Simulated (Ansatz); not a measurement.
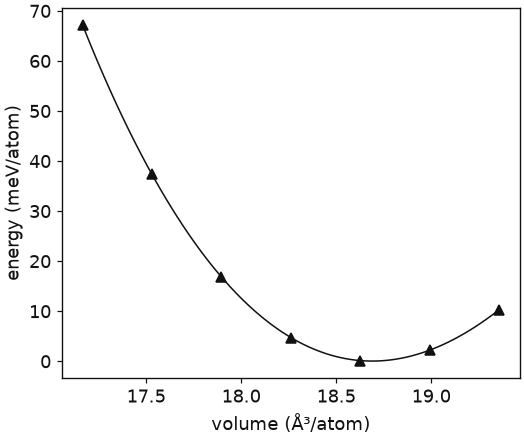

Plotted: energy against volume for PtS₂, space group P-3m1 (No. 164).

Cell as given: a = 3.543 Å, b = 3.543 Å, c = 5.039 Å, α = 90.00°, β = 90.00°, γ = 120.00°; 3 atoms.

Calculation (Ansatz 0.2.0): all-electron LAPW DFT, no spin polarisation; energies at scaled volumes of the given cell, shape and fractions fixed, counted from the fit's minimum, third-order Birch-Murnaghan fit. Level: LDA.

- k mesh: 9×9×5
- occupations: Fermi–Dirac
- smearing width: 0.05 eV
- potentials: all electron LAPW, scalar relativistic
- program settings: basis error eV/atom 0.002

> Give the fitted equation-of-state parameters.

A third-order Birch–Murnaghan fit gives V0 = 18.69 Å³/atom, B0 = 147 GPa and B′ = 4.7.

Limits of the calculation: spin-orbit coupling left out, heavy elements; shape and atomic fractions are frozen while scaling, which makes layered, chain and framework solids too stiff.

The computed values:

| volume (Å³/atom) | energy (meV/atom) |
| --- | --- |
| 17.17 | 67.19 |
| 17.53 | 37.32 |
| 17.90 | 16.83 |
| 18.26 | 4.72 |
| 18.63 | 0.09 |
| 18.99 | 2.18 |
| 19.36 | 10.25 |
